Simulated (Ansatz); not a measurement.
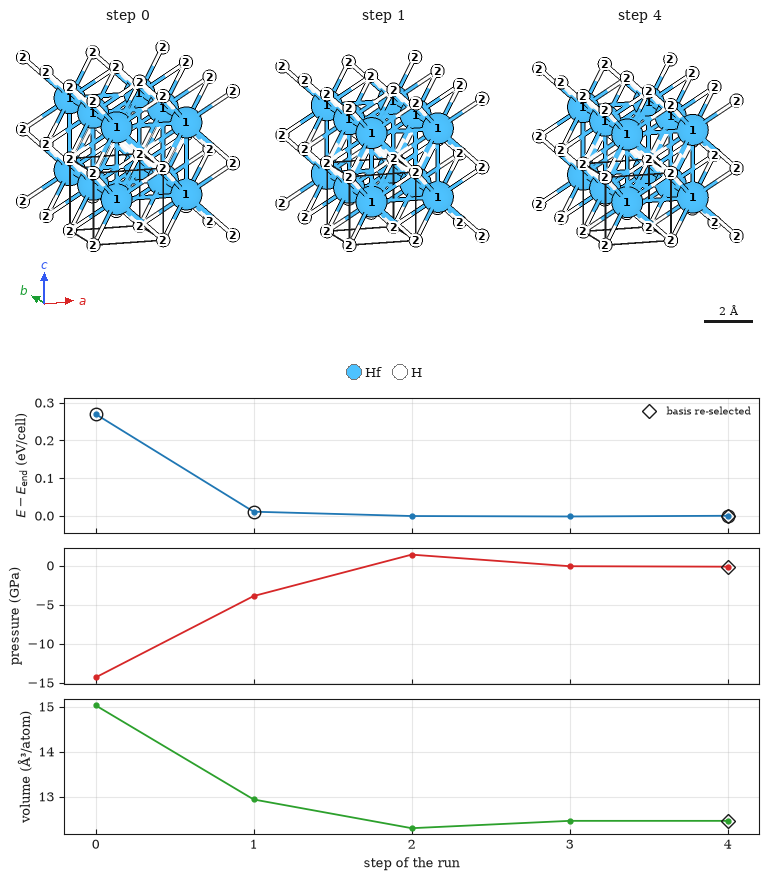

Frames of a relaxation of crystalline HfH (a generated structure, set up in Pm-3m) (coarse preliminary run), marked on the history of the run. Style: ball-and-stick. Shown: the cell of the calculation, repeated 2 × 3 × 2 with one cell outlined, slightly off an axis.

Level of theory: Ansatz 0.2.0, DFT PBE, scalar-relativistic, plane waves, PAW. (plane-wave cutoff 420 eV; k-point mesh 6 × 6 × 6; occupations gaussian; smearing width 0.1 eV; no spin polarisation; cell and atoms relaxed; force threshold 0.04 eV/Å; at most 70 steps)

Q: What happens along the run?

A: The atoms keep their places relative to the cell (all moves are under 0.005 Å). The drawn cell changes as follows: a = b = c 3.109 → 2.921 Å (−6.1 %); the volume changes by −17.1 %. Some distances before and after: Hf1–Hf1 3.109 → 2.921 Å, Hf1–H2 2.693 → 2.530 Å. The space group stays Pm-3m (No. 221). Over 3 accepted moves (4 points after the start) the energy falls by 0.270 eV per cell of the calculation. All forces vanish by symmetry, so only the cell relaxes. Pressure: −14.32 GPa at the start and −0.14 GPa at the end. The SCF was repeated once at an unchanged geometry on a basis and grid sized afresh for the cell, which shifted the energy by 1.8 meV per cell of the calculation at most. The run took 4.5 s on 1 thread of Arm Neoverse V1, with other jobs on the host, peak memory 0.28 GiB. From step 0 to 1: volume −13.9 %, energy −0.259 eV per cell of the calculation. From step 1 to 4: volume −3.7 %, energy −10.9 meV per cell of the calculation.

```
step  E − E(0), meV/atom  pressure, GPa  volume, Å³/atom                      note
   0                0.00         -14.32           15.028                          
   1             -129.52          -3.90           12.936                          
   2             -135.28           1.41           12.297                          
   3             -135.86          -0.08           12.460                          
   4             -134.95          -0.14           12.460  same geometry, new basis
```
